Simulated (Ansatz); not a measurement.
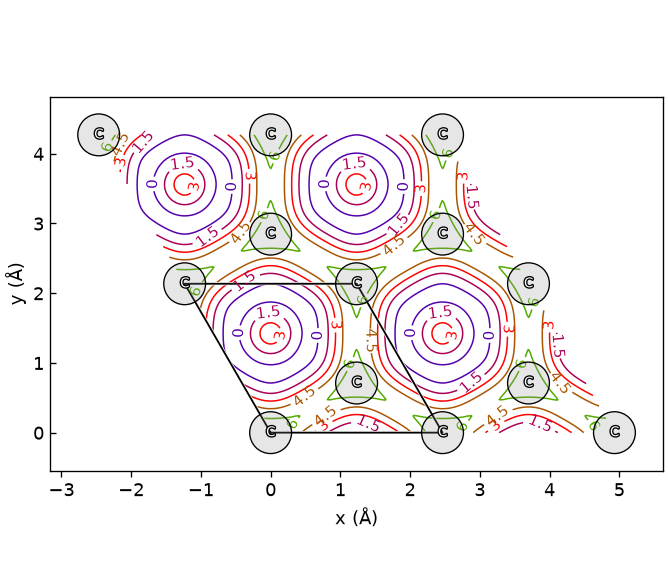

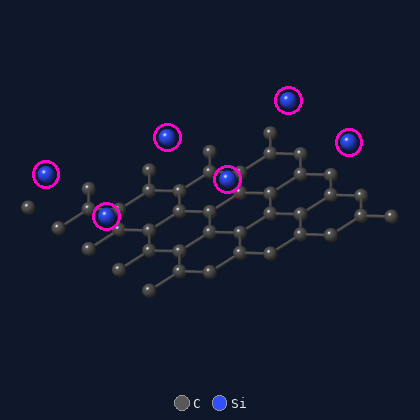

Energy landscape of Si on a two-dimensional sheet of C (8 atoms of substrate and one adsorbate in a 2 × 2 cell). 
- Si is moved over the surface cell at a fixed height above a rigid substrate; the origin of the map has the adsorbate above C1; the height is held at 3.10 Å.
- Places are given modulo a cell vector. The map is drawn in real space over the plane of the surface.
- The scan uses a 6 × 6 grid; 7 points were computed and 29 follow by symmetry.
- Places are given in fractions of the 1 × 1 surface cell.
- All energies are given in meV relative to the lowest grid point.
- At a fixed height the lowest place need not be the adsorption site.
- Theory: Ansatz, DFT PBE+D3(BJ), scalar-relativistic, plane waves, PAW. Settings: cutoff 420 eV, k-mesh 6×6×1, gaussian smearing 0.1 eV, spin-polarised.

In the figure: contour lines labelled in meV, labelled circles for the atoms of the top layer, the outline of one cell of the 2 × 2 shown. Between grid points the surface is interpolated. The second picture is the structure at the lowest point; rings mark the moved atoms.

Where are the wells?

The lowest grid point is at (0/6, 3/6) of the cell vectors [nearest 1 C at 3.18 Å]. The same energy is found at (1/6, 5/6) of the cell vectors [nearest 1 C at 3.18 Å]; (3/6, 0/6) of the cell vectors [nearest 1 C at 3.18 Å]; (3/6, 3/6) of the cell vectors [nearest 1 C at 3.18 Å]. The highest grid point, the top site over a surface C atom, (0/6, 0/6) of the cell vectors, lies 6.75 meV above the lowest. At the lowest point the adsorbate has 1 C at 3.18 Å as nearest neighbours, at the highest 1 C at 3.10 Å.

The input of one point:

```yaml
crystal:
  lattice:
    - [4.9313048819, 0.0, 0.0]
    - [-2.4656524409, 4.2706353015, 0.0]
    - [0.0, 0.0, 17.4000331942]
  atoms:
    - { symbol: C, position: [0.3333333333, 0.1666666667, 0.2298865266] }
    - { symbol: C, position: [0.3333333333, 0.6666666667, 0.2298865266] }
    - { symbol: C, position: [0.8333333333, 0.1666666667, 0.2298865266] }
    - { symbol: C, position: [0.8333333333, 0.6666666667, 0.2298865266] }
    - { symbol: C, position: [0.1666666667, 0.3333333333, 0.2298846189] }
    - { symbol: C, position: [0.1666666667, 0.8333333333, 0.2298846189] }
    - { symbol: C, position: [0.6666666667, 0.3333333333, 0.2298846189] }
    - { symbol: C, position: [0.6666666667, 0.8333333333, 0.2298846189] }
    - { symbol: Si, position: [0.3333333333, 0.4166666667, 0.4080471063], spin: 2.0 }
basis:
  ecutwfc: 420
kpoints:
  mp_grid: { grid: [6, 6, 1] }
hamiltonian:
  xc: pbe
  pseudopotentials: { kind: paw, azcp: { folder: soft_1 } }
  dispersion: d3bj
scf:
  occupations: { method: gaussian, width: 0.1 }
output:
  forces: true
  eigenvalues: true
  populations: true
magnetization:
  spin_polarized: true
efield:
  axis: 3
  dipole_correction: true
  ramp_width: 0.04
```

Time for the 7 points that were run: 5.7 min on 1 thread of Arm Neoverse V1, with other jobs on the host.
